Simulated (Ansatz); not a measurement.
## Run report: Al₂₄N₂₅, single-point calculation (part 2 of 2)

Continued. System: Al₂₄N₂₅ (defect cell, 49 atoms in the cell). Method: DFT PBE, scalar-relativistic, plane waves, PAW, spin-polarised (Ansatz 0.2.0); cutoff 420 eV, 2×2×2 k-mesh, Gaussian smearing of 0.05 eV, collinear spins. The structure derives from a Materials Project entry.

## Output, continued
```
--- Forces (eV/Å), atoms counted from 1 ---
  atom   1  Al     0.00410387    -0.00488139     0.00717568
  atom   2  Al    -0.00057906    -0.00920552    -0.00504824
  atom   3  Al    -0.00456400     0.00198327     0.00388765
  atom   4  Al    -0.00749512    -0.00385844    -0.00045637
  atom   5  Al     0.01618257    -0.00270880     0.01835159
  atom   6  Al    -0.00012426    -0.00708832    -0.02704144
  atom   7  Al     0.00292743     0.00258736    -0.00300166
  atom   8  Al    -0.00454754     0.00884408     0.00406072
  atom   9  Al     0.00384766     0.00478674    -0.00492251
  atom  10  Al     0.00817836    -0.00285456     0.00417156
  atom  11  Al    -0.00111880    -0.00250379     0.00318469
  atom  12  Al     0.00140307    -0.00071196    -0.00367353
  atom  13  Al    -0.00045695    -0.00123543     0.00093300
  atom  14  Al    -0.00543889    -0.00706503    -0.00177784
  atom  15  Al     0.00825064     0.00288554     0.00083705
  atom  16  Al    -0.04631083    -0.02391337    -0.00059138
  atom  17  Al     0.02415087    -0.01465325     0.01231574
  atom  18  Al     0.00262291    -0.00082686    -0.00606470
  atom  19  Al    -0.01304008     0.03677776     0.00322225
  atom  20  Al     0.01171411    -0.00322703    -0.00443320
  atom  21  Al    -0.00121523     0.00146282    -0.00253822
  atom  22  Al     0.00434316     0.00081886     0.00377439
  atom  23  Al    -0.00006283    -0.00828212     0.00085043
  atom  24  Al    -0.00552248     0.00993986     0.00046385
  atom  25  N      0.00509280     0.00248997    -0.00170902
  atom  26  N      0.00132588     0.01710898     0.00355494
  atom  27  N      0.00373514     0.01103437    -0.00293547
  atom  28  N      0.01271253    -0.00104537     0.00362574
  atom  29  N      0.00407641    -0.00996641     0.02782764
  atom  30  N     -0.00214709     0.00046984     0.00083427
  atom  31  N      0.00326307    -0.00179005     0.00321506
  atom  32  N     -0.00260363    -0.01016426    -0.00061762
  atom  33  N     -0.00054925    -0.00337481     0.00388231
  atom  34  N     -0.01588635    -0.00777515    -0.00176766
  atom  35  N     -0.00156504    -0.00162430    -0.00181970
  atom  36  N     -0.00114449     0.00447067     0.00186788
  atom  37  N      0.00140582     0.00603665    -0.00216140
  atom  38  N      0.00241244     0.00403047     0.00178896
  atom  39  N     -0.01365325    -0.00761694     0.00703361
  atom  40  N      0.00412606     0.00458888     0.00541055
  atom  41  N     -0.00184863    -0.00079991    -0.01221136
  atom  42  N     -0.00342637    -0.00046144     0.01363055
  atom  43  N     -0.00200091     0.01204334    -0.01477927
  atom  44  N     -0.00068511    -0.00274180    -0.00435102
  atom  45  N     -0.00164085    -0.00510954     0.01352197
  atom  46  N     -0.00197725    -0.00203537    -0.00766274
  atom  47  N      0.00163823     0.00087716     0.00401809
  atom  48  N     -0.00366374     0.00070407    -0.00533958
  atom  49  N      0.01574540     0.01353143    -0.03856284
  max |Σ_I F_I| component: 4.91e-5 eV/Å
--- Band table (eV; the first three rows and the last of 16) ---
  k-point 0 ↑: bands = ["-10.5206", "-7.5694", "-6.8295", "-6.6543", "-5.8451", "-5.7105", "-5.6270", "-5.6223", "-5.5809", "-5.5685", "-5.5434", "-5.5235", "-5.4067", "-5.2328", "-5.2082", "-5.1504", "-5.0863", "-5.0791", "-5.0609", "-5.0171", "-4.7190", "-4.2570", "-4.1584", "-4.0732", "-2.3047", "1.4462", "1.4847", "1.8328", "1.9926", "2.0109", "2.1337", "2.2984", "2.5109", "2.5843", "2.8301", "2.8977", "3.1109", "3.1203", "3.1368", "3.1536", "3.1890", "3.2068", "3.4092", "3.6509", "4.0517", "4.0978", "4.2282", "4.2816", "4.3915", "4.4394", "4.5744", "4.6846", "4.7100", "4.8604", "4.9825", "5.0505", "5.3043", "5.3526", "5.3696", "5.4199", "5.5257", "5.6241", "5.6821", "5.6937", "5.7617", "5.7746", "5.7963", "5.8001", "5.8533", "5.9185", "5.9240", "6.0031", "6.0608", "6.1000", "6.2653", "6.4755", "6.5591", "6.8827", "6.9181", "7.2935", "7.3119", "7.3446", "7.3531", "7.4216", "7.4275", "7.4997", "7.5173", "7.5452", "7.5516", "7.5742", "7.5884", "7.5961", "7.6256", "7.6406", "7.6677", "7.7005", "9.0572", "9.1194", "9.2692", "12.3901", "13.1764", "13.8547", "13.8706", "14.1092", "14.1361", "14.2284", "14.3619", "14.4358", "14.4925", "14.5777", "14.5808", "14.7263", "14.7665", "14.8453", "14.8733", "14.9934", "15.1417", "15.2158", "15.5423", "15.5843", "15.9022", "16.0543", "16.2833", "16.2997", "16.4905", "16.6576", "16.8453", "17.0648", "17.4234", "17.4468", "17.6922", "17.8953", "17.9062", "17.9269", "17.9338", "18.0065", "18.0457", "18.1194", "18.1454", "18.2021", "18.2958", "18.3113", "18.3591", "18.3611", "18.5719", "18.5871", "18.8092", "18.8134", "18.9162"]
  k-point 1 ↑: bands = ["-10.5203", "-7.4702", "-7.2190", "-5.9517", "-5.9326", "-5.7999", "-5.7182", "-5.6929", "-5.6831", "-5.6546", "-5.5786", "-5.3712", "-5.3231", "-5.2757", "-5.2479", "-5.2463", "-5.2056", "-5.2007", "-4.9109", "-4.7541", "-4.6216", "-4.5173", "-4.1372", "-4.0497", "-2.2725", "1.4507", "1.5769", "2.0867", "2.2968", "2.2981", "2.3328", "2.3593", "2.3813", "2.4628", "2.4648", "2.4901", "2.6515", "2.6979", "2.9779", "3.1787", "3.2693", "3.4193", "3.4975", "3.7605", "3.8958", "4.1479", "4.1748", "4.2815", "4.4944", "4.5441", "4.6310", "4.7161", "4.8070", "4.8208", "5.0763", "5.1773", "5.1912", "5.3392", "5.3932", "5.4170", "5.4946", "5.5233", "5.5542", "5.5983", "5.6864", "5.6951", "5.7223", "5.7781", "6.0382", "6.0426", "6.1997", "6.2409", "6.3075", "6.3538", "6.5069", "6.6278", "6.7706", "6.8679", "6.9058", "6.9523", "7.0163", "7.1100", "7.1340", "7.2199", "7.2604", "7.3699", "7.4034", "7.4721", "7.5222", "7.5356", "7.5657", "7.5732", "7.5956", "7.6072", "7.6872", "8.5658", "8.6831", "9.1911", "9.2599", "13.3019", "13.3259", "13.9457", "14.0995", "14.1365", "14.2194", "14.2840", "14.3274", "14.3420", "14.4289", "14.4532", "14.4869", "14.5447", "14.5707", "14.6243", "14.6700", "14.8033", "14.8954", "14.9228", "15.0478", "15.2722", "15.4384", "15.7852", "16.0685", "16.7549", "16.9272", "17.1805", "17.1914", "17.1936", "17.2822", "17.4642", "17.4683", "17.7221", "17.8296", "17.9719", "18.1084", "18.1936", "18.3104", "18.3532", "18.3826", "18.5049", "18.5595", "18.5732", "18.6118", "18.7225", "18.7501", "18.8601", "18.8603", "18.9738", "19.0317"]
  k-point 2 ↑: bands = ["-10.5148", "-7.1190", "-6.9641", "-6.6902", "-6.4902", "-6.0224", "-6.0030", "-5.9587", "-5.7901", "-5.6823", "-5.5395", "-5.4722", "-5.1627", "-4.8186", "-4.8009", "-4.7842", "-4.7184", "-4.6951", "-4.6630", "-4.6558", "-4.6315", "-4.6151", "-4.6019", "-4.5682", "-2.2463", "1.3842", "1.5614", "2.0926", "2.1654", "2.1670", "2.2618", "2.3891", "2.5170", "2.5932", "2.6558", "2.7201", "2.9259", "3.0258", "3.0565", "3.1503", "3.2460", "3.3334", "3.4170", "3.5534", "3.6569", "3.7744", "3.8965", "3.9793", "4.3078", "4.3829", "4.5150", "4.6723", "4.7122", "4.7489", "4.9776", "5.0642", "5.2533", "5.3083", "5.3887", "5.4816", "5.5243", "5.6153", "5.6358", "5.6833", "5.7795", "5.8496", "5.8947", "5.9333", "5.9424", "6.0341", "6.1065", "6.1865", "6.2853", "6.3542", "6.4147", "6.4455", "6.4884", "6.7299", "6.7705", "6.8445", "6.9942", "7.1001", "7.1242", "7.1821", "7.2304", "7.4263", "7.5783", "7.6241", "7.7025", "7.7761", "7.8326", "7.8942", "7.9332", "8.0948", "8.1322", "8.1996", "8.2802", "9.0158", "9.2750", "13.5327", "13.6906", "13.7366", "13.8092", "13.8759", "13.8921", "14.1955", "14.3157", "14.5164", "14.6585", "14.7561", "14.7975", "14.8304", "14.9395", "14.9670", "15.0024", "15.2213", "15.2793", "15.3685", "15.4245", "15.4750", "15.6571", "15.9192", "16.2380", "16.8014", "16.9218", "17.0122", "17.0519", "17.0886", "17.1698", "17.2531", "17.3783", "17.4543", "17.4756", "17.5432", "17.6136", "17.6766", "17.7429", "17.7662", "17.8469", "17.9730", "18.1026", "18.1603", "18.2499", "18.2823", "18.3344", "18.3871", "18.5393", "18.5743", "18.6190"]
  k-point 7 ↓: bands = ["-10.1591", "-6.8274", "-6.7863", "-6.7665", "-6.6234", "-6.1992", "-6.1420", "-5.8142", "-5.8076", "-5.6699", "-5.5426", "-5.5369", "-5.3058", "-5.0475", "-5.0306", "-4.9770", "-4.8578", "-4.8500", "-4.7774", "-4.6514", "-4.3349", "-4.1649", "-4.1324", "-4.1275", "-1.7484", "1.2901", "1.7388", "2.0133", "2.1348", "2.2691", "2.3261", "2.4675", "2.7036", "2.8079", "2.8919", "3.1190", "3.1436", "3.1918", "3.2478", "3.2761", "3.4051", "3.4669", "3.5364", "3.9114", "3.9325", "3.9941", "4.0288", "4.0380", "4.0738", "4.1132", "4.2029", "4.2228", "4.2429", "4.4030", "4.5323", "4.5427", "4.7155", "4.7696", "4.8294", "5.2152", "5.3864", "5.4707", "5.6004", "5.7171", "5.7634", "5.7783", "5.9171", "5.9777", "6.0907", "6.1073", "6.1534", "6.2135", "6.4742", "6.4899", "6.5914", "6.6845", "6.7059", "7.1364", "7.2328", "7.3095", "7.3376", "7.4007", "7.4160", "7.4633", "7.4720", "7.5316", "7.5360", "7.6103", "7.6118", "7.7177", "7.7453", "7.7475", "7.9223", "8.1920", "8.2478", "8.2853", "8.3128", "9.0687", "9.9801", "12.9999", "13.4051", "14.0240", "14.0502", "14.2568", "14.3007", "14.5257", "14.6036", "14.6667", "14.7774", "14.8559", "14.8588", "15.0600", "15.3244", "15.8293", "15.8429", "15.9022", "15.9275", "15.9657", "15.9840", "16.0681", "16.0812", "16.1910", "16.2434", "16.3500", "16.3655", "16.4726", "16.6130", "16.6352", "16.6582", "16.7965", "16.8556", "16.8715", "16.9491", "17.1303", "17.1377", "17.2506", "17.4828", "17.5452", "17.9054", "18.0323", "18.1378", "18.1720", "18.1904", "18.2000", "18.2564", "18.2607", "18.4542", "18.5589", "18.6235"]
--- Löwdin populations: 49 sites ---
  site symbol       q [e]    m [muB]
     0     Al      1.8774    -0.0006
     1     Al      1.8792    -0.0000
     2     Al      1.8773     0.0011
     3     Al      1.8810    -0.0004
     4     Al      1.8599     0.0094
     5     Al      1.8594     0.0088
     6     Al      1.8771     0.0011
     7     Al      1.8811    -0.0004
     8     Al      1.8791    -0.0001
     9     Al      1.8773    -0.0005
    10     Al      1.8824    -0.0001
    11     Al      1.8756    -0.0001
    12     Al      1.8744     0.0002
    13     Al      1.8596    -0.0005
    14     Al      1.8791     0.0003
    15     Al      1.8789     0.0010
    16     Al      1.8646    -0.0047
    17     Al      1.8691     0.0001
    18     Al      1.8789     0.0022
    19     Al      1.8791     0.0002
    20     Al      1.8744     0.0002
    21     Al      1.8600    -0.0005
    22     Al      1.8780     0.0009
    23     Al      1.8778     0.0009
    24      N      6.0519     0.0031
    25      N      6.0519     0.0074
    26      N      6.0472     0.0136
    27      N      6.0471     0.0030
    28      N      5.5895     0.3564
    29      N      6.0434     0.0007
    30      N      6.0473     0.0029
    31      N      6.0476     0.0121
    32      N      6.0519     0.0029
    33      N      6.0523     0.0069
    34      N      6.0447     0.0006
    35      N      6.0448     0.0006
    36      N      6.0399     0.0010
    37      N      6.0458     0.0016
    38      N      6.0288     0.0642
    39      N      6.0212     0.0105
    40      N      6.0335     0.0214
    41      N      6.0340     0.0201
    42      N      6.0312     0.0582
    43      N      6.0210     0.0113
    44      N      6.0460     0.0016
    45      N      6.0399     0.0010
    46      N      6.0440     0.0008
    47      N      6.0462     0.0010
    48      N      5.5868     0.3622
  spilling = 0.009550 (of n_electrons = 197.000000)
--- Bader charges: 49 sites ---
  site symbol  charge [e]  shift [e]    m [muB]
     0     Al      2.4634     0.0011     0.0001
     1     Al      2.4629     0.0010     0.0001
     2     Al      2.4654     0.0012     0.0012
     3     Al      2.4628     0.0010     0.0003
     4     Al      2.4614     0.0012     0.0095
     5     Al      2.4615     0.0012     0.0093
     6     Al      2.4655     0.0012     0.0012
     7     Al      2.4630     0.0010     0.0002
     8     Al      2.4630     0.0010     0.0001
     9     Al      2.4635     0.0011     0.0001
    10     Al      2.4646     0.0011     0.0000
    11     Al      2.4663     0.0011     0.0000
    12     Al      2.4673     0.0011     0.0001
    13     Al      2.4699     0.0010     0.0000
    14     Al      2.4662     0.0012     0.0008
    15     Al      2.4608     0.0019     0.0027
    16     Al      2.4861     0.0015    -0.0005
    17     Al      2.4703     0.0010     0.0001
    18     Al      2.4612     0.0019     0.0034
    19     Al      2.4663     0.0012     0.0007
    20     Al      2.4674     0.0012     0.0001
    21     Al      2.4698     0.0010     0.0000
    22     Al      2.4688     0.0012     0.0005
    23     Al      2.4688     0.0012     0.0004
    24      N     -2.4709     0.0012     0.0035
    25      N     -2.4640     0.0014     0.0083
    26      N     -2.4623     0.0012     0.0143
    27      N     -2.4687     0.0013     0.0033
    28      N     -1.3485     0.0012     0.3511
    29      N     -2.4771     0.0010     0.0000
    30      N     -2.4688     0.0013     0.0032
    31      N     -2.4632     0.0012     0.0127
    32      N     -2.4708     0.0012     0.0032
    33      N     -2.4648     0.0014     0.0078
    34      N     -2.4657     0.0011     0.0007
    35      N     -2.4656     0.0011     0.0007
    36      N     -2.4611     0.0010     0.0011
    37      N     -2.4638     0.0011     0.0019
    38      N     -2.4082     0.0012     0.0640
    39      N     -2.4424     0.0009     0.0135
    40      N     -2.4374     0.0011     0.0244
    41      N     -2.4393     0.0011     0.0228
    42      N     -2.4131     0.0012     0.0582
    43      N     -2.4418     0.0009     0.0143
    44      N     -2.4639     0.0011     0.0018
    45      N     -2.4612     0.0010     0.0010
    46      N     -2.4601     0.0010     0.0009
    47      N     -2.4624     0.0011     0.0017
    48      N     -1.3409     0.0014     0.3553
  estimated error of the sums over rays = 5.4e-4 e
```

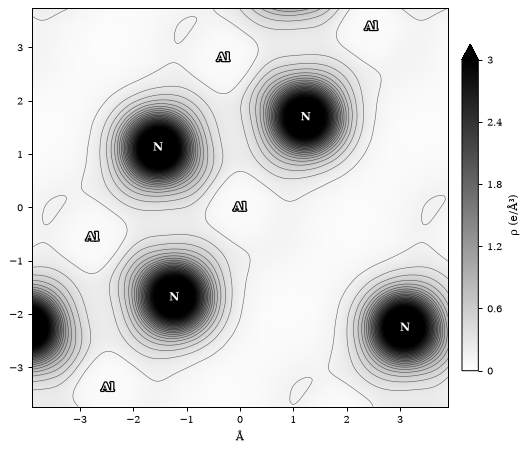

Figure 1. Valence pseudo-density on the (001) plane of the calculation cell. Atoms in the plane: Al and N. Al–N (1.90 Å): the density is about 0.66 e/Å³ at the midpoint. Away from the nuclei the density in this plane falls to 0.03 e/Å³ at its lowest. The fields are those of the smooth PAW valence density.
